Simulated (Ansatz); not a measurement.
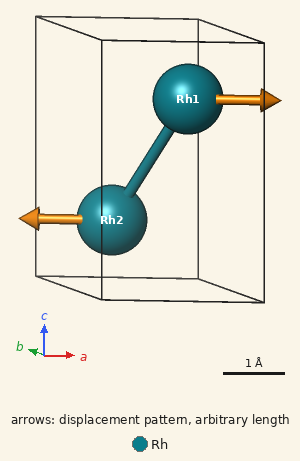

Lattice vibrations of solid Rh at 1.02 times its rest volume, space group P6₃/mmc (No. 194), at the zone centre. The optical levels lie at 147 (×2), 236 cm⁻¹. One mode is drawn. Displacements are drawn as orange arrows; their common scale and sign are arbitrary. A ball-and-stick model of the cell of the calculation, seen slightly off an axis.

All numbers below come from DFT PBEsol, scalar-relativistic, plane waves, PAW (Ansatz 0.2.0). Set-up: plane-wave cutoff 420 eV; k-point mesh 18 × 18 × 10; occupations fermi dirac; smearing width 0.15 eV; no spin polarisation.

The frequencies depend somewhat on the k-mesh and the smearing.

**Which of these frequencies is the drawn mode's?**

The level at 147 cm⁻¹. This is the E₂g mode (doubly degenerate; one member of the set is drawn), the lowest optical level, Raman-active by symmetry. All motion is along a; atoms of one kind move against one another, with no net shift of their sublattice.
